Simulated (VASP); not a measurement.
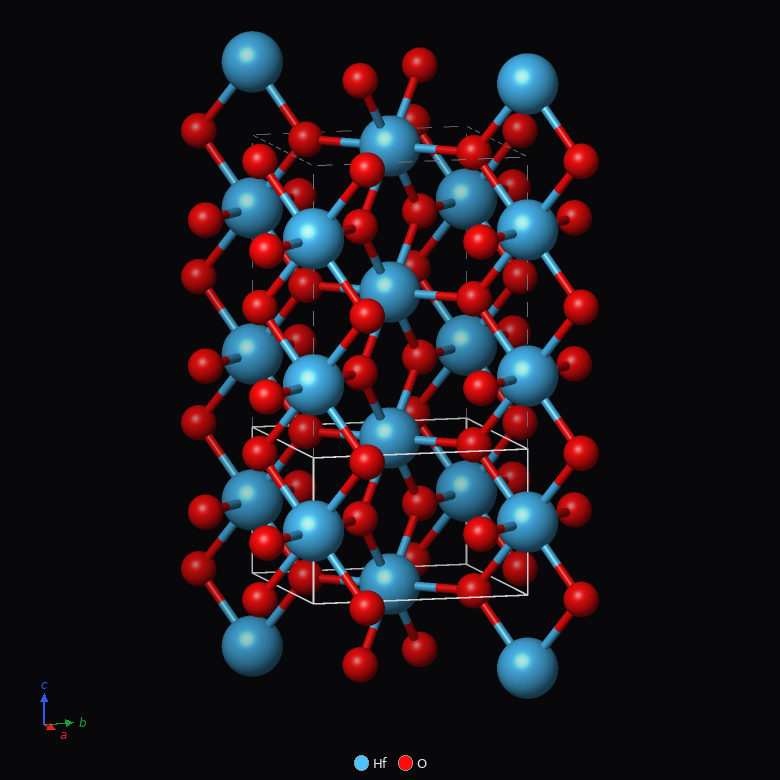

HfO₂ (space group P4_2/mnm, No. 136): the geometry relaxed with VASP Kohn-Sham DFT of a periodic cell, BLYP, VASP PAW PBE potentials, recommended in VASP.

Bonds are taken as Hf–O below 2.4 Å; no other contact counts. Atoms with one bond or none are removed and atoms with two bonds are replaced by edges, until no such atom is left.

Q: What kind of net remains, and which atoms are its nodes?

A: A binodal (3,6)-connected, three-periodic net: O is a 3-connected node; Hf is a 6-connected node, in the ratio 2:1.

Q: Name the underlying net.

A: It is the rtl net, known from rutile.

Q: Is the net interpenetrated?

A: It is a single net, without interpenetration.

Q: How many nodes does the smallest cycle have?

A: Four.

Q: Give the point symbol of each node (shortest cycle at each angle).

A: O: 4·6²; Hf: 4²·6¹⁰·8³.
